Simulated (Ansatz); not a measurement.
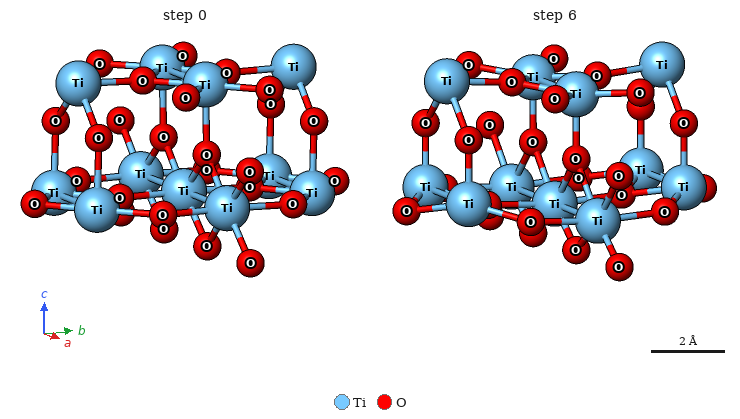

The structure of a slab of composition Ti$_{12}$O$_{24}$ before (left) and after (right) a relaxation, at one scale.

Style: ball-and-stick. Shown: the atoms within 5.0 Å of the atom that moves most (axes of the 2 × 1 repeat of the cell, outlined in the plane, without the vacuum (origin shifted)), slightly off an axis.

These are results of DFT, PBEsol, PAW, plane waves in Ansatz, not measurements. Settings: plane-wave cutoff 420 eV; k-point mesh 6 × 3 × 1; no spin polarisation; atoms relaxed in a fixed cell; force threshold 0.03 eV/Å; at most 80 steps.

Summarise the run.

Answer. After 6 geometry steps the energy has fallen by 2.810 eV per cell of the calculation. Largest force component: 3 eV/Å at the start, 0.0082 eV/Å at the end. The largest move relative to the layer's centre is that of a Ti atom, 0.35 Å along the normal (−c). Largest moves by element: Ti 0.35 Å, O 0.24 Å. The cell doesn't change. Among the contacts that change: O–Ti 2.003 → 1.791 Å, O–Ti 1.920 → 2.090 Å, O–Ti 1.971 → 1.814 Å, O–Ti 1.964 → 2.090 Å. Bond angles that change, for instance: Ti–O–Ti 96.6° → 108.2°, Ti–O–Ti 98.3° → 89.3°, Ti–O–Ti 129.2° → 135.3°.
